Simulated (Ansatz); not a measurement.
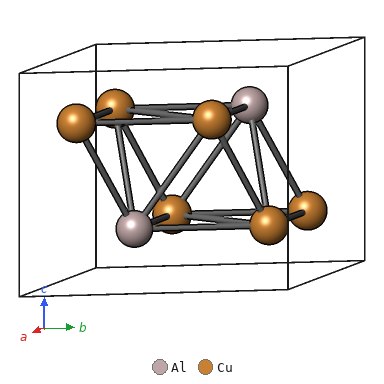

System: AlCu₃, space group P6_3/mmc (No. 194). The picture shows the cell.

Starting cell:
```
CELL_PARAMETERS angstrom
5.14460 0.00000 0.00000
-2.57230 4.45535 0.00000
0.00000 0.00000 4.17613
ATOMIC_POSITIONS crystal
Al 0.66667 0.33333 0.25000
Al 0.33333 0.66667 0.75000
Cu 0.33057 0.16528 0.75000
Cu 0.83472 0.16528 0.75000
Cu 0.83472 0.66943 0.75000
Cu 0.66943 0.83472 0.25000
Cu 0.16528 0.83472 0.25000
Cu 0.16528 0.33057 0.25000
```

Computed with Ansatz 0.2.0: elastic stress-strain coefficients at zero temperature from small strains of the given cell, Voigt order xx yy zz yz xz xy, Cartesian axes of the cell vectors; plane waves with PAW datasets, Γ-centred k mesh. Level: PBEsol, no spin polarisation.

| setting | value |
| --- | --- |
| wave cutoff | 420 eV |
| k mesh | 12×12×8 |
| occupations | Fermi–Dirac |
| smearing width | 0.15 eV |
| ions | relaxed |
| strain amplitude | 0.005 |

Predict the sound velocities against the direction of travel in the xy plane, from the elastic constants and the density.

Along x the longitudinal wave runs at 5.50 km/s and the transverse ones at 2.71 and 2.51 km/s; along y the longitudinal wave runs at 5.50 km/s and the transverse ones at 2.71 and 2.51 km/s; along z the longitudinal wave runs at 6.11 km/s and the transverse ones at 2.71 and 2.71 km/s; along x + y they run at 5.50, 2.71 and 2.51 km/s (density 7.55 g/cm³). Over all directions E runs from 140 to 235 GPa, a ratio of 1.68. E is 145 GPa along x, 145 GPa along y and 235 GPa along z, and 141 GPa along the body diagonal x + y + z. The Hill averages are K = 152 GPa and G = 58 GPa, Poisson's ratio 0.33; K/G = 2.62, above Pugh's empirical 1.75, a sign of ductile behaviour in a metal.

Stiffness matrix C (GPa), Voigt order:
```tsv
	xx	yy	zz	yz	xz	xy
xx	228.0	132.6	91.6	0.0	0.0	0.0
yy	132.6	228.0	91.6	0.0	0.0	0.0
zz	91.5	91.5	281.7	0.0	0.0	0.0
yz	0.0	0.0	0.0	55.3	0.0	0.0
xz	0.0	0.0	0.0	0.0	55.3	0.0
xy	0.0	0.0	0.0	0.0	0.0	47.7
```

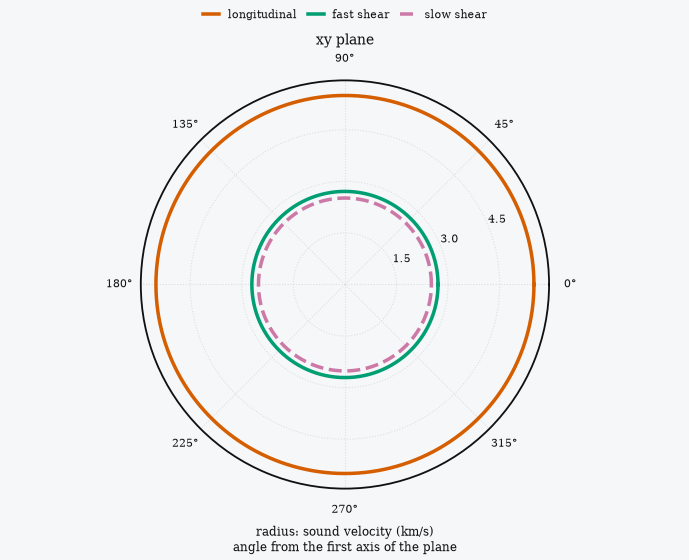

Caveats: metal sensitive to the k mesh.
